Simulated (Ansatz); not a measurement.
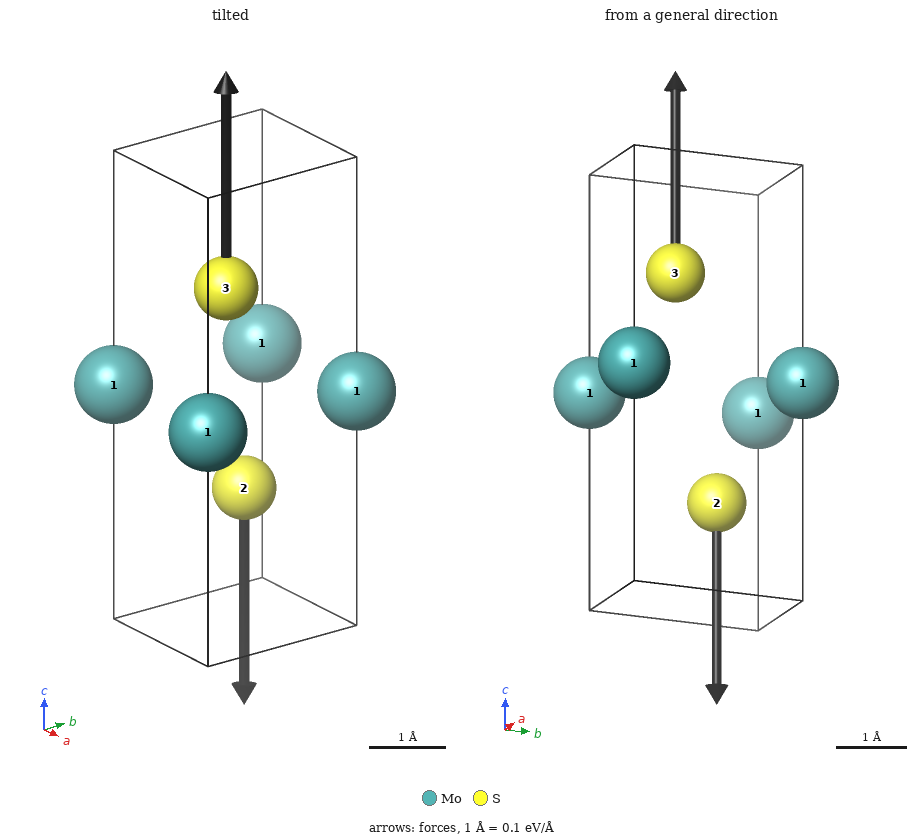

Crystal structure, spheres-only style, seen slightly off an axis and from a general direction. The frame is the simulation cell; atoms at its boundary are shown with their periodic copies. The arrows are the computed forces on the atoms.

System: MoS2. Computed with Ansatz 0.2.0, DFT PBE+D3(BJ), scalar-relativistic, plane waves, PAW. Settings: plane-wave cutoff 420 eV, the zone sampled with 18×18×8 points, Gaussian smearing of 0.1 eV, no spin polarisation.

Is the structure at rest?

Answer. No. The atoms still feel forces of up to about 0.25 eV/Å, far above a usual threshold of 0.01 to 0.03 eV/Å.

Which atom has the biggest force on it?

Answer. S2 and S3, about 0.25 eV/Å.

It derives from a structure listed in the Materials Project. Earlier steps of the study may have refined or changed the cell and positions. A calculation with Ansatz used it as input.
